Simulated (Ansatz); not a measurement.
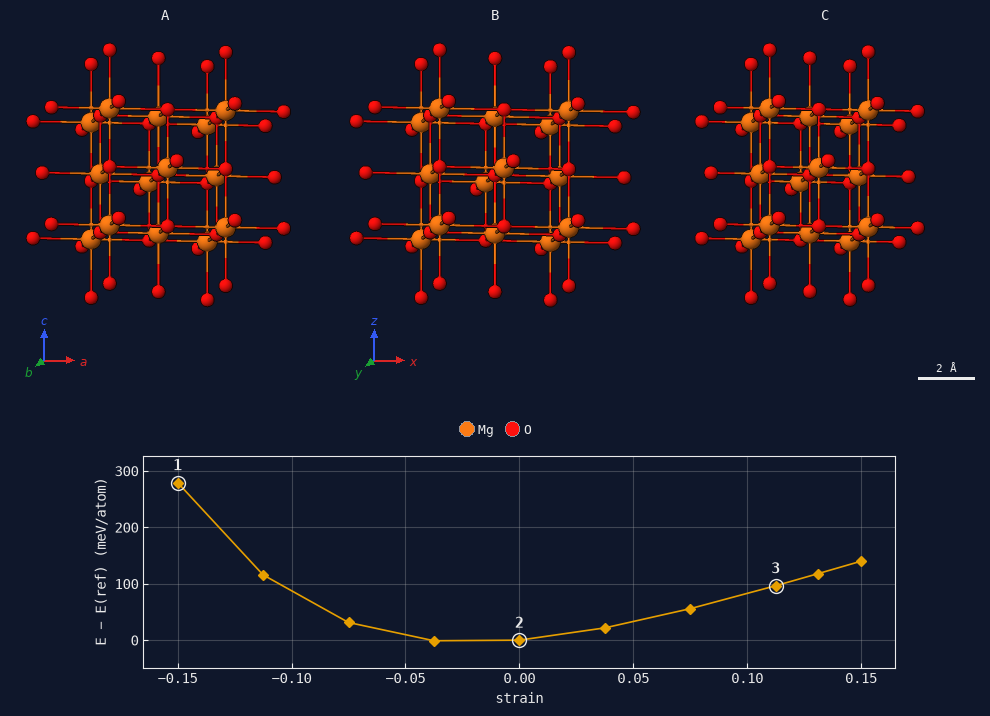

Energy scan for solid MgO (Fm-3m), in which the cell is strained along x alone, with the atoms kept at their fractional coordinates. x, y and z are the Cartesian axes of the input. The frames are shuffled; the numbered points of the plot belong to them. Style: ball-and-stick. Shown: the conventional cell (4 times the calculation's cell), along the b axis, with a slight tilt. Lengths and directions refer to the drawn axes.

Theory: DFT PBEsol, scalar-relativistic, plane waves, PAW (Ansatz). (plane-wave cutoff 420 eV; k-point mesh 10 × 10 × 10; occupations gaussian; smearing width 0.05 eV; no spin polarisation). Energies (free energies at the smearing named) are counted from the cell as listed in its source, which wasn't relaxed.

> Match the frames to the points.

Point 1 is frame C (the strain −0.15, 279.2 meV/atom); 2 is frame A (the strain 0.00, 0.0 meV/atom); 3 is frame B (the strain 0.1125, 96.5 meV/atom). Of the computed points the lowest is at the strain −0.0375, −1.0 meV/atom. The unrelaxed reference is under a pressure of −5.8 GPa, which tilts the curve. The distortion takes the space group from Fm-3m to I4/mmm. At the strain −0.15 the cell of the drawing goes a 4.270 → 3.630 Å.
